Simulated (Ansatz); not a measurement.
Consider Si8HO16 (cell charge +1, with a compensating background) (cell with a defect).

```xyz
25
Lattice="-4.1180 -4.1180 0.0000 4.1180 -4.1180 0.0000 0.0000 0.0000 5.2980" Properties=species:S:1:pos:R:3 pbc="T T T"
Si    0.0007   -4.1327    5.2601
Si    2.1187   -2.1743    1.2982
O     1.2073   -2.8314    5.2883
O    -3.1426   -4.8129    1.2982
O    -1.2210   -5.4244    5.2758
O     3.3236   -3.3734    1.2983
Si    0.0007   -4.1326    2.6343
Si    2.0336   -2.0438    3.9472
O     1.2072   -2.8314    2.6061
O    -3.2834   -4.8758    3.9472
O    -1.2211   -5.4244    2.6186
O     3.2587   -3.3245    3.9472
Si   -0.0156   -8.1986    5.2272
Si    2.0560   -6.1123    1.2982
O     1.2261   -6.9343    5.2698
O     0.8307   -4.8816    1.2983
O    -1.1803   -1.2737    5.2870
O    -0.9088   -3.3851    1.2982
Si   -0.0155   -8.1986    2.6672
Si   -2.0335   -2.0549    3.9472
O     1.2262   -6.9344    2.6247
O     0.8571   -4.8949    3.9472
O    -1.1802   -1.2738    2.6075
O    -0.8307   -3.3458    3.9473
H    -2.3091   -4.2087    1.2982
```

PAW files of the earlier set (soft_1).

Method: DFT PBE, scalar-relativistic, plane waves, PAW in Ansatz.

Q: What will maps of the valence pseudo-density and electron localisation function show?

A: O–H (1.03 Å): the density is about 3.4 e/Å³ at the midpoint; the ELF climbs to about 0.95 towards the hydrogen, as it does in any bond to H (a covalent bond by its length).
Si–O (1.71 Å): ρ is about 1.1 e/Å³ halfway; the ELF peaks at about 0.85 between the atoms.
Si–O (1.74 Å): the density is about 0.99 e/Å³ at the midpoint; the ELF peaks at about 0.85 between the atoms.
Si–O (1.78 Å): the density is about 0.89 e/Å³ at the midpoint; the ELF peaks at about 0.85 between the atoms.

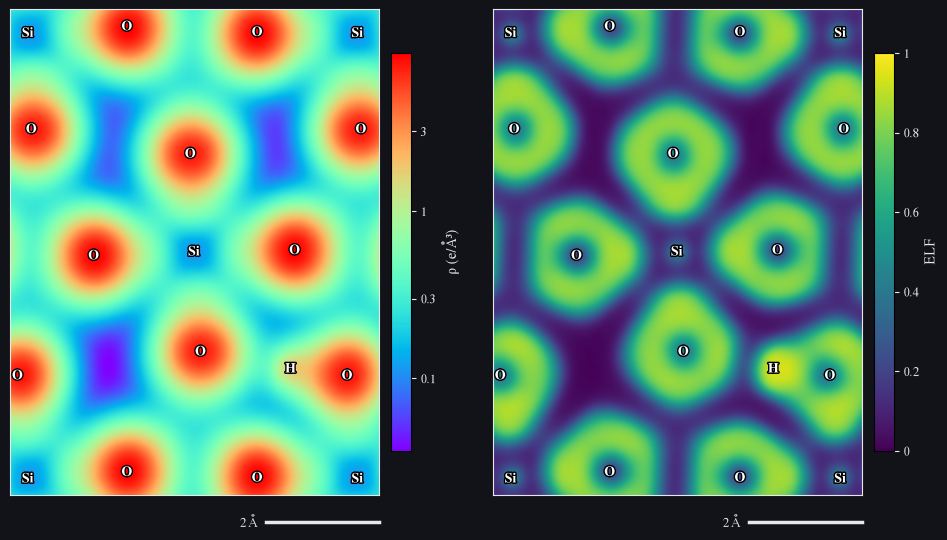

Computed valence pseudo-density and electron localisation function on the (011̄) plane of the calculation cell, in this order. 

Core electrons are frozen (PAW), and the valence fields are smoothed inside the atomic spheres.
